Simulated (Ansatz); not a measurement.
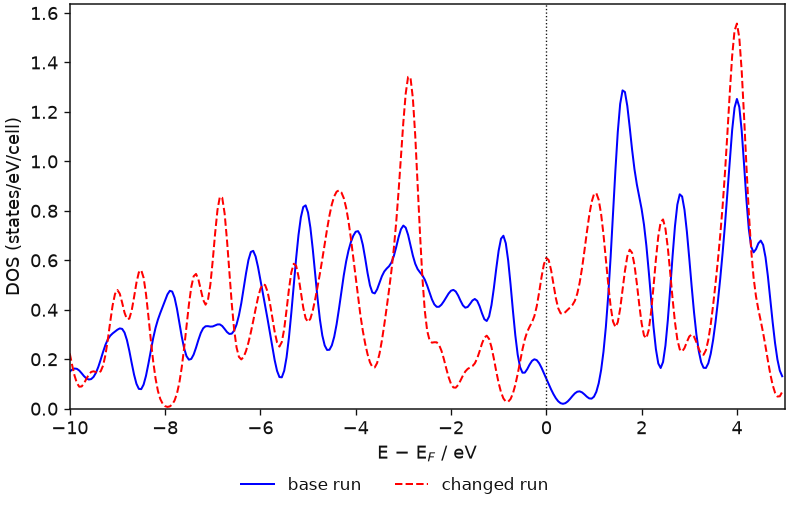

Densities of states of two runs on Be, space group P6_3/mmc, 2 atoms in the cell, each from its own Fermi level, built from the levels of each run's k mesh with Gaussians 0.4 eV wide, which blur the band edges.

Input of the base run:

```
crystal:
  lattice:
    - [2.33582025, 0.0, 0.0]
    - [-1.16791013, 2.02288004, 0.0]
    - [0.0, 0.0, 3.64026546]
  atoms:
    - { symbol: Be, position: [0.33333, 0.66667, 0.25] }
    - { symbol: Be, position: [0.66666, 0.33333, 0.75] }
  symmetry: { tolerance: 0.0003 }
kpoints:
  mp_grid: { grid: [9, 9, 5], shift: [0, 0, 0] }
magnetization:
  spin_polarized: false
scf:
  occupations: { method: fermi_dirac, width: 0.0106 }
hamiltonian:
  pseudopotentials: { kind: paw }
  xc: lda
basis:
  ecutwfc: 420
output:
  forces: true
  stress: true
  eigenvalues: true
```

Run as:
```bash
ansatz run input.yaml --threads 1 --pin off --max-ram 2560MiB --backend cpu --events-out ev --progress --plain --runs-dir out
```

The second run changes kpoints.mp_grid.grid from [9, 9, 5] to [7, 7, 4].

> What does the change do to the electronic structure?

Both runs have no gap on their mesh. The coarser mesh has fewer levels, so its curve breaks up into taller, sparser peaks. The free energy rises by 59 meV an atom. The changed setting is too loose to trust, so the base run is the one to use.
